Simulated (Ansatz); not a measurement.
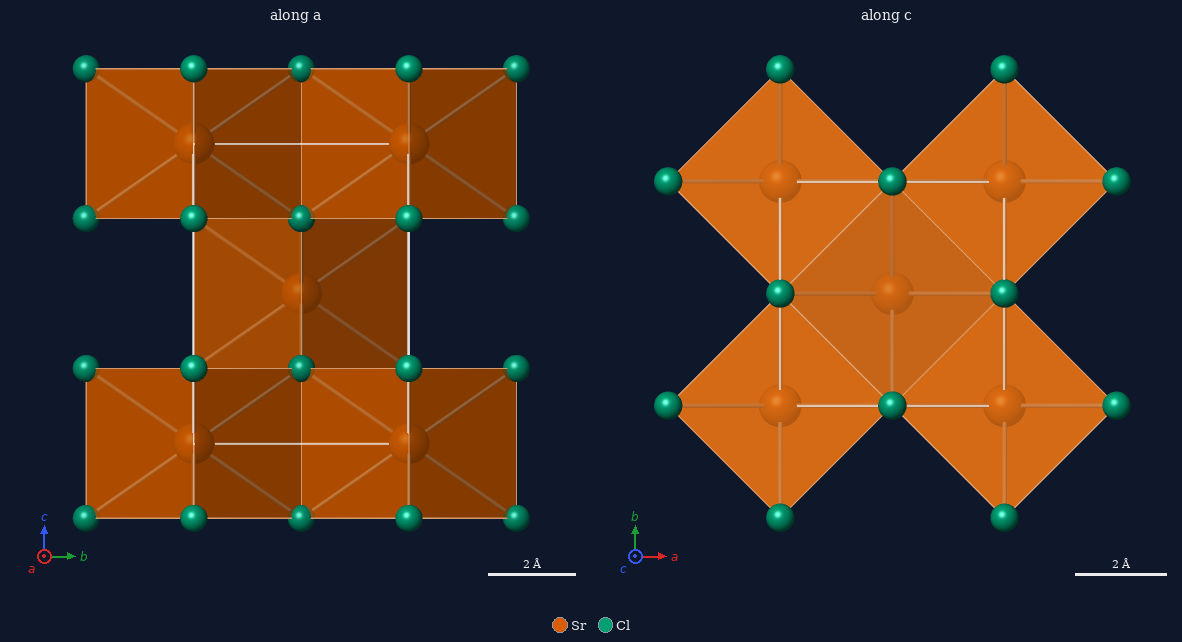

Crystal structure, polyhedral style, seen along the a axis and along the c axis. Thin lines show the conventional unit cell, with boundary atoms drawn in all their periodic places. Some atoms of the next cells are drawn as well.

SrCl$_{2}$, space group I4/mmm (No. 139), a = 4.95 Å, b = 4.95 Å, c = 6.89 Å, α = 90.00°, β = 90.00°, γ = 90.00°.

Method used: DFT, PBE, plane waves, PAW in Ansatz 0.2.0. It ran with an energy cutoff of 420 eV, k-points about 0.26 Å⁻¹ apart, Fermi-Dirac smearing of 0.02 eV, no spin polarisation.

Q: What is the electronic character?

A: An insulator at this level, with a gap of 5.30 eV, indirect; the smallest direct gap is 5.44 eV.

Q: Which way would the volume go on relaxing?

A: The computed pressure is 1.2 GPa (compressed: it would expand). The stress isn't hydrostatic: its largest component is 1.8 GPa.

Its origin is a structure type filled with these elements by a generator (whether the compound takes this form wasn't checked). The cell was then strained or its atoms displaced on purpose. It was run through Ansatz as a DFT input.
